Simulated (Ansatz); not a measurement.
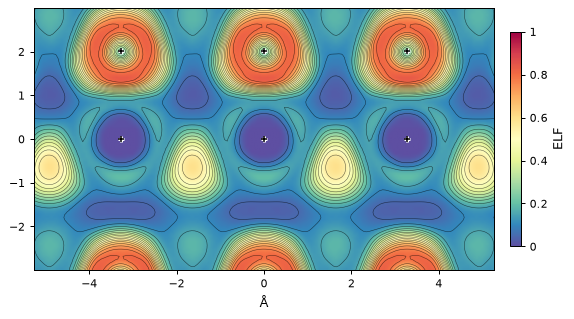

The electron localisation function on a plane through atoms (crosses mark nuclei in the plane).

The calculation used Ansatz 0.2.0, DFT PBE, scalar-relativistic, plane waves, PAW.

Candidates:
A. Bi₂Te₃ (slab), a = 4.45 Å, b = 4.45 Å, c = 33.23 Å, α = 90.00°, β = 90.00°, γ = 120.00°. 
B. La, a = 3.77 Å, b = 3.77 Å, c = 12.08 Å, α = 90.00°, β = 90.00°, γ = 120.00°. Space group P6₃/mmc.
C. ZnO, a = 3.28 Å, b = 3.28 Å, c = 5.29 Å, α = 90.00°, β = 90.00°, γ = 120.00°. Space group P6₃mc.

Q: Which candidate gave the map?

A: Candidate C: ZnO on the (010) plane of the conventional cell, which holds Zn and O. Zn–O (2.01 Å): the ELF peaks at about 0.85 in the valence shell of O, 0.6 Å from its nucleus, and is about 0.25 at the midpoint (no localised pair shows between them).
